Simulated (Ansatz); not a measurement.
Input

```
crystal:
  lattice:
    - [5.0393684365, 0.0, 0.0]
    - [-2.5196842183, 4.3642210851, 0.0]
    - [0.0, 0.0, 22.2156270985]
  atoms:
    - { symbol: Cu, position: [0.3333333333, 0.1666666667, 0.3601068727] }
    - { symbol: Cu, position: [0.3333333333, 0.6666666667, 0.3601068727] }
    - { symbol: Cu, position: [0.8333333333, 0.1666666667, 0.3601068727] }
    - { symbol: Cu, position: [0.8333333333, 0.6666666667, 0.3601068727] }
    - { symbol: Cu, position: [0.6663890634, 0.3334967916, 0.4533519581] }
    - { symbol: Cu, position: [0.6660823564, 0.8340600838, 0.4531438765] }
    - { symbol: Cu, position: [0.1663907723, 0.3340702653, 0.4531787221] }
    - { symbol: Cu, position: [0.1668625084, 0.833873775, 0.4533177598] }
    - { symbol: Cu, position: [-0.000506614, 0.5009523942, 0.546540126] }
    - { symbol: Cu, position: [-0.0005173976, 0.0008935602, 0.5458580342] }
    - { symbol: Cu, position: [0.49977097, 0.5013084211, 0.5460247235] }
    - { symbol: Cu, position: [0.4993005568, 0.0012331593, 0.5468181105] }
basis:
  ecutwfc: 420
kpoints:
  mp_grid: { grid: [4, 4, 1] }
hamiltonian:
  xc: pbe
  dispersion: d3bj
scf:
  occupations: { method: gaussian, width: 0.1 }
output:
  forces: true
  eigenvalues: true
  write_density: true
  volumetric_format: npy
efield:
  axis: 3
  dipole_correction: true
  ramp_width: 0.04
```

Run with:

```sh
ansatz run input.yaml --threads 4 --pin off --max-ram 10240MiB --backend cpu --events-out ev --progress --plain --runs-dir out
```

Computed without spin polarisation.

Computed with DFT PBE+D3(BJ), scalar-relativistic, plane waves, PAW in Ansatz 0.2.0.

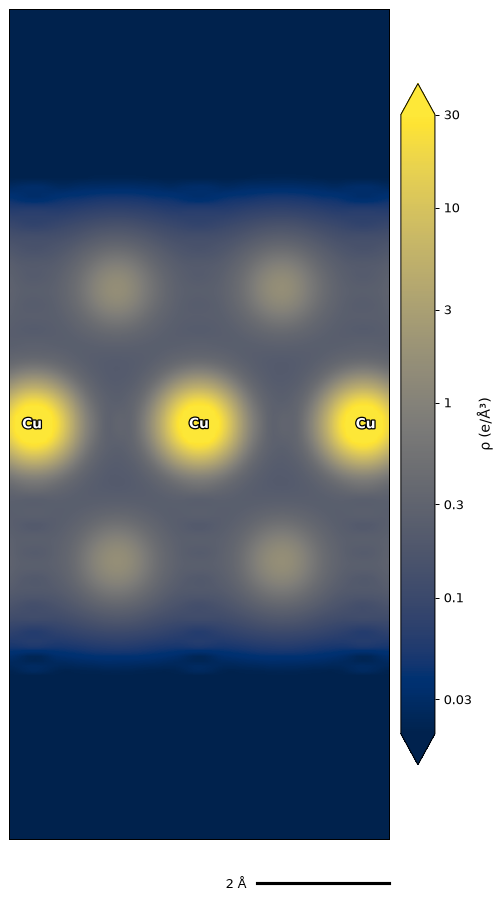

Cu (slab). Valence pseudo-density on the (010) plane of the calculation cell, a cut from vacuum to vacuum.

In a PAW calculation such maps are meaningful between the atoms, not at the nuclei.

> What does the map show?

- Atoms in the plane: Cu.
- Atoms just off the plane (Cu, 0.7 Å away) can leave unmarked features too.
- Cu–Cu (2.52 Å): ρ is about 0.31 e/Å³ halfway.
- The density dies away to nearly zero in the vacuum.
